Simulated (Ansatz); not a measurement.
Input file:

```
crystal:
  lattice:
    - [0.0, 2.7942, 2.7942]
    - [2.7942, 0.0, 2.7942]
    - [2.7942, 2.7942, 0.0]
  atoms:
    - { symbol: Ca, position: [0.0, 0.0, 0.0] }
basis:
  ecutwfc: 420
kpoints:
  mp_grid: { grid: [14, 14, 14] }
hamiltonian:
  xc: pbe
  dispersion: d3bj
scf:
  occupations: { method: gaussian, width: 0.1 }
output:
  forces: true
  stress: true
  eigenvalues: true
  write_density: true
  write_potential: true
  elf: true
  volumetric_format: npy
relax:
  adjacent_minimum: "off"
  f_tol: 0.005
  max_steps: 80
  cell: { stress_tol: 0.05 }
```

Command:

```sh
ansatz run input.yaml --threads 4 --pin off --max-ram 10240MiB --backend cpu --events-out ev --progress --plain --runs-dir out
```

Below, planes, directions and counts refer to the conventional cell (a = 5.44 Å, b = 5.44 Å, c = 5.44 Å, α = 90.00°, β = 90.00°, γ = 90.00°).

The fields are those of the relaxed geometry.

Space group Fm-3m.

The calculation used Ansatz, DFT PBE+D3(BJ), scalar-relativistic, plane waves, PAW.

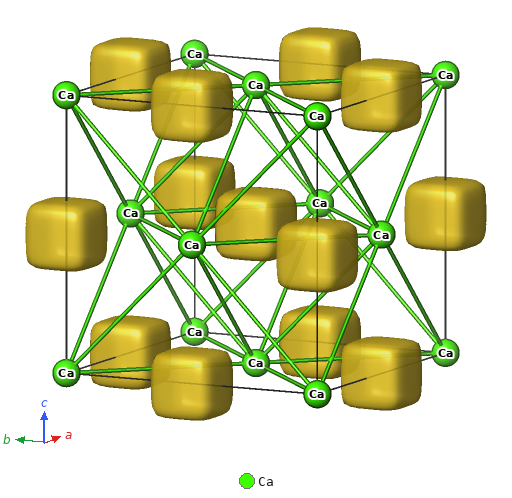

Ca. Isosurface of the ELF at 0.65 (yellow), seen at an oblique angle. Core shells and regions of very low density are left out. Sticks mark near contacts.

Core electrons are frozen (PAW), and the valence fields are smoothed inside the atomic spheres.

Describe the localisation domains.

Answer. At this value the surface marks out four pockets between the atoms, centred on no nucleus (multi-centre or interstitial), counted in one cell of 4 atoms. Regions shared between cells count once. There are no localised bonds or lone pairs at this value.

Values along the shortest contacts:
Ca–Ca (3.84 Å): the ELF is about 0.35 at the midpoint; no shared electron pair shows on this line.
